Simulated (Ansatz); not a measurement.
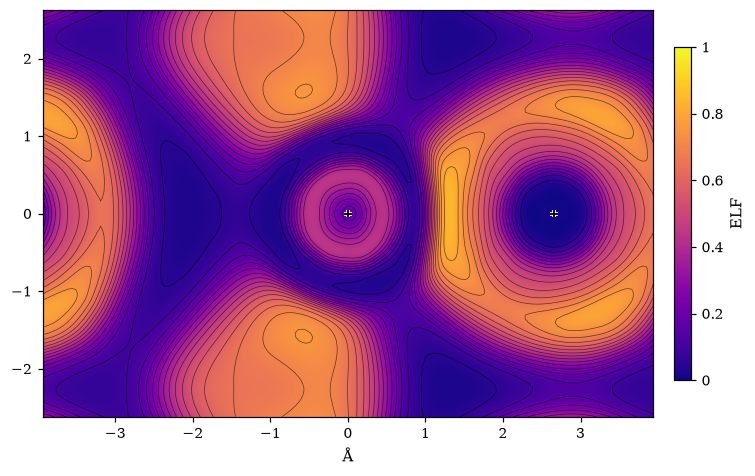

The ELF on a plane through atoms (crosses mark nuclei in the plane).

Computed with DFT, PBEsol, PAW with Ansatz's default frozen-core files, scalar-relativistic (Ansatz 0.2.0).

Candidates:
A. ZnAu, a = 3.15 Å, b = 3.15 Å, c = 3.12 Å, α = 90.00°, β = 90.00°, γ = 90.00°. Space group P4/mmm; changed on purpose from its base cell (zz strain of -1 %, PAW files); computed without spin polarisation.
B. MgTe, a = 4.54 Å, b = 4.54 Å, c = 7.17 Å, α = 90.00°, β = 90.00°, γ = 120.00°. Space group P6₃mc; changed on purpose from its base cell (zz strain of -3 %, PAW files); not relaxed (largest force 0.5 eV/Å).
C. ZnS, a = 3.82 Å, b = 3.82 Å, c = 5.52 Å, α = 90.00°, β = 90.00°, γ = 90.00°. Space group I-4m2; changed on purpose from its base cell (zz strain of +2 %, PAW files); computed pressure about −3 GPa in this cell.

### Which system is this?

Candidate B: MgTe on the (11̄0) plane of the conventional cell, which holds Mg and Te. Mg–Te (2.65 Å): the ELF peaks at about 0.85 in the valence shell of Te, 1.3 Å from its nucleus, and is about 0.85 at the midpoint.
